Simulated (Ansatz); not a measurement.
# ZnSe: what the fields show

The calculation's input:

```
crystal:
  lattice:
    - [4.107702, 0.0, 0.0]
    - [0.0, 4.107702, 0.0]
    - [0.0, 0.0, 6.07035]
  atoms:
    - { symbol: Se, position: [0.5, 0.0, 0.75372] }
    - { symbol: Se, position: [0.0, 0.5, 0.24628] }
    - { symbol: Zn, position: [0.5, 0.5, 0.0] }
    - { symbol: Zn, position: [0.0, 0.0, 0.0] }
hamiltonian:
  xc: { exchange: pbe, correlation: pbe, exx: { coeff: 0.3, omega: 0.2 } }
  pseudopotentials: { kind: paw }
kpoints:
  mp_grid: { grid: [4, 4, 3] }
scf:
  occupations: { method: fermi_dirac, width: 0.05 }
output:
  forces: true
  stress: true
  eigenvalues: true
  write_density: true
  write_potential: true
  elf: true
  volumetric_format: npy
```

Run with:

```sh
ansatz run input.yaml --threads 2 --pin off --max-ram 5632MiB --backend cpu --events-out ev --progress --plain --runs-dir out
```

Below, planes, directions and counts refer to the conventional cell (a = 4.11 Å, b = 4.11 Å, c = 6.07 Å, α = 90.00°, β = 90.00°, γ = 90.00°).

Space group P4/nmm; a structure from a database of computed crystals, not necessarily the ambient phase; not relaxed (largest force 0.4 eV/Å).

These are results of Kohn-Sham DFT of a periodic cell, HSE06 form with a typed share of exact exchange, Ansatz PAW (Ansatz), not measurements.

The density is the valence pseudo-density of a PAW calculation; it isn't the true density close to the nuclei.

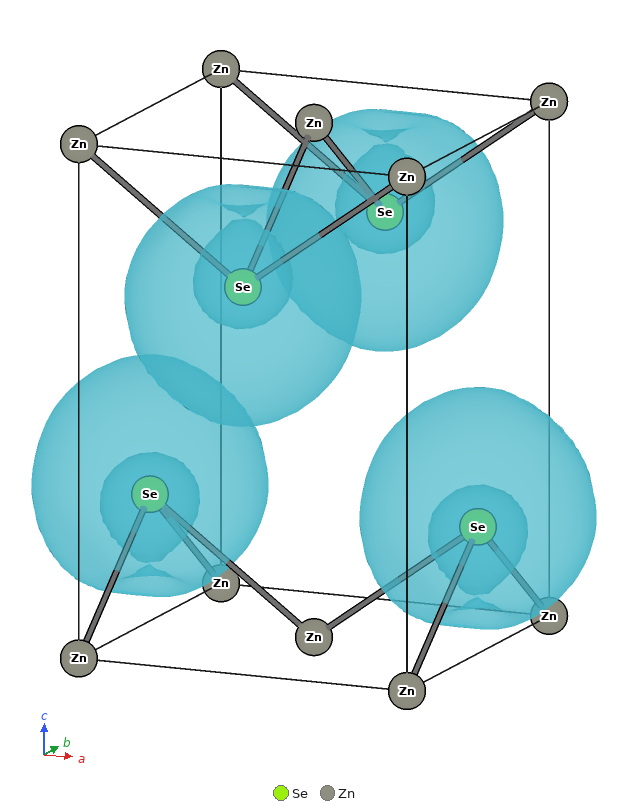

Figure 1. Isosurface of the electron localisation function at 0.65 (cyan), seen slightly off an axis. Core shells and regions of very low density are left out. Sticks mark near contacts.

Where are the electrons localised?

Answer. At this value the surface marks out two regions wrapped around Se (the valence shell of each), counted in one cell of 4 atoms. Regions shared between cells count once. Along the contacts the grid gives the following. Zn–Se (2.54 Å): the ELF is about 0.55 at the midpoint.

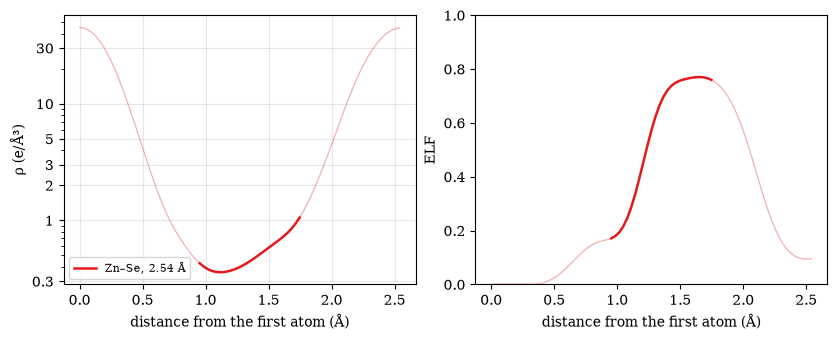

Figure 2. Valence charge density (pseudo) and electron localisation function along straight lines between neighbouring atoms. Thin, pale parts lie inside the atomic spheres.

What can be read from the curves?

Answer. Zn–Se (2.54 Å): the density is about 0.4 e/Å³ at the midpoint; the ELF is about 0.55 at the midpoint.

Does the calculation give a band gap?

Answer. It is gapped, with a Kohn–Sham gap of 3.2 eV on the k-point mesh, an upper bound to the gap of this method.
